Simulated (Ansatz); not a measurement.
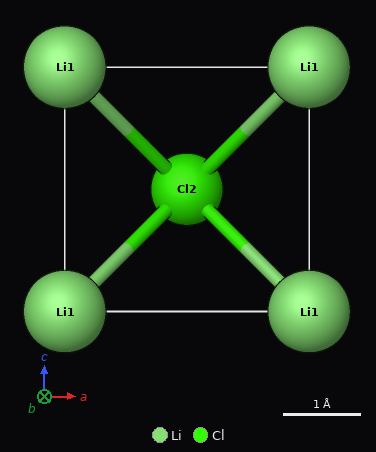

Solid LiCl (built on the CsCl-221 type type), before the relaxation. The picture is a ball-and-stick view of the cell of the calculation, seen along the b axis.

These are results of Ansatz 0.2.0, DFT, PBEsol, plane waves, PAW, not measurements.

The input:
```yaml
crystal:
  lattice:
    - [3.20287345, 0.0, 0.0]
    - [0.0, 3.20287345, 0.0]
    - [0.0, 0.0, 3.20287345]
  atoms:
    - { symbol: Li, position: [0.0, 0.0, 0.0] }
    - { symbol: Cl, position: [0.5, 0.5, 0.5] }
kpoints:
  mp_grid: { grid: [6, 6, 6] }
hamiltonian:
  xc: pbesol
scf:
  occupations: { method: fermi_dirac, width: 0.03 }
relax:
  f_tol: 0.01
  cell: {}
  max_steps: 120
```

Run as
```bash
ansatz run input.yaml --threads 2 --pin off --max-ram 20275MiB --backend cpu --events-out ev --progress --plain --runs-dir out
```

**Where does the relaxation end?**

The energy falls by 1.3 meV per atom in 2 accepted moves (3 points after the start). All forces vanish by symmetry, so only the cell relaxes. The pressure goes from 0.98 to 0.00 GPa. At 1 point the geometry stayed and the basis and grid were re-selected for the new cell (energy shift of less than 0.05 meV per atom at most each time). No atom moves by more than 0.005 Å relative to the cell. The volume changes by +2.7 %, with a = b = c 3.203 → 3.231 Å (+0.9 %). Near-neighbour distances that change, for instance: Li1–Cl2 2.774 → 2.798 Å. The space group stays Pm-3m (No. 221).

Step by step:

| step | E − E(0), meV/atom | pressure, GPa | volume, Å³/atom | note |
| --- | --- | --- | --- | --- |
| 0 | 0.00 | 0.98 | 16.428 |  |
| 1 | -1.29 | -0.06 | 16.895 |  |
| 2 | -1.30 | 0.00 | 16.865 |  |
| 3 | -1.31 | 0.00 | 16.865 | same geometry, new basis |

Final geometry:

```
CELL_PARAMETERS angstrom
3.23104 0.00000 0.00000
0.00000 3.23104 0.00000
0.00000 0.00000 3.23104
ATOMIC_POSITIONS crystal
Li 0.00000 0.00000 0.00000
Cl 0.50000 0.50000 0.50000
```

After the run, drawn alike:

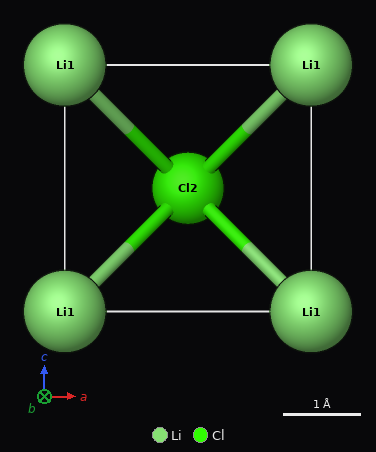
